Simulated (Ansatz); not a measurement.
The calculation's input:

```
crystal:
  lattice:
    - [3.7450696806, 0.0, 0.0]
    - [0.0, 3.7450696806, 0.0]
    - [0.0, 0.0, 5.1594444721]
  atoms:
    - { symbol: Zr, position: [0.0, 0.0, 0.0] }
    - { symbol: Zr, position: [0.5, 0.5, 0.5] }
    - { symbol: O, position: [0.0, 0.5, 0.3104231538] }
    - { symbol: O, position: [0.0, 0.5, 0.8104231538] }
    - { symbol: O, position: [0.5, 0.0, 0.6895768462] }
    - { symbol: O, position: [0.5, 0.0, 0.1895768462] }
kpoints:
  mp_grid: { grid: [8, 8, 6] }
  band_path:
    path:
      - [0.0, 0.0, 0.0]
      - [0.0, 0.5, 0.0]
      - [0.5, 0.5, 0.0]
      - [0.0, 0.0, 0.5]
      - [0.0, 0.5, 0.5]
      - [0.5, 0.5, 0.5]
      - [0.213542, 0.21875, 0.0]
    npoints: 1
hamiltonian:
  xc: r2scan
scf:
  occupations: { method: fixed }
  n_extra_bands: 5
output:
  forces: true
  stress: true
  eigenvalues: true
  write_density: true
  write_potential: true
  elf: true
  volumetric_format: npy
```

Run with:

```sh
ansatz run input.yaml --threads 2 --pin off --max-ram 18432MiB --backend cpu --events-out ev --progress --plain --runs-dir out
```

Below, planes, directions and counts refer to the conventional cell (a = 3.75 Å, b = 3.75 Å, c = 5.16 Å, α = 90.00°, β = 90.00°, γ = 90.00°).

Space group P4₂/nmc; a structure from a database of computed crystals, not necessarily the ambient phase; started from the database structure prototype, which need not be the ambient phase; changed on purpose from its base cell (epitaxial xy strain +4.0%); computed pressure about −13 GPa in this cell.

The calculation used Ansatz, DFT, r2SCAN, plane waves, PAW.

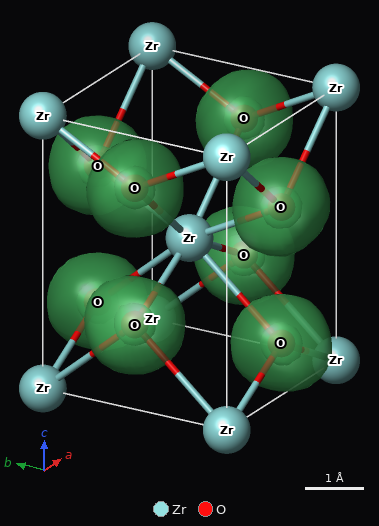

ZrO$_{2}$. Isosurface of the electron localisation function at 0.7 (green), seen at an oblique angle. Only the valence region is drawn (cores and ρ < 0.01 e/Å³ removed). Sticks mark near contacts.

In a PAW calculation such maps are meaningful between the atoms, not at the nuclei.

> What do the ELF domains correspond to?

The ELF exceeds this value in four regions wrapped around O (the valence shell of each), counted in one cell of 6 atoms. Regions shared between cells count once.

Values along the shortest contacts:
Zr–O (2.11 Å): the ELF peaks at about 0.85 in the valence shell of O, 0.6 Å from its nucleus, and drops to about 0.20 between the two atoms: no shared electron pair shows on this line.

> Does the calculation give a band gap?

It is gapped, with a Kohn–Sham gap of 3.8 eV on the k-point mesh (the band edges may lie off the mesh, which would make the gap smaller).
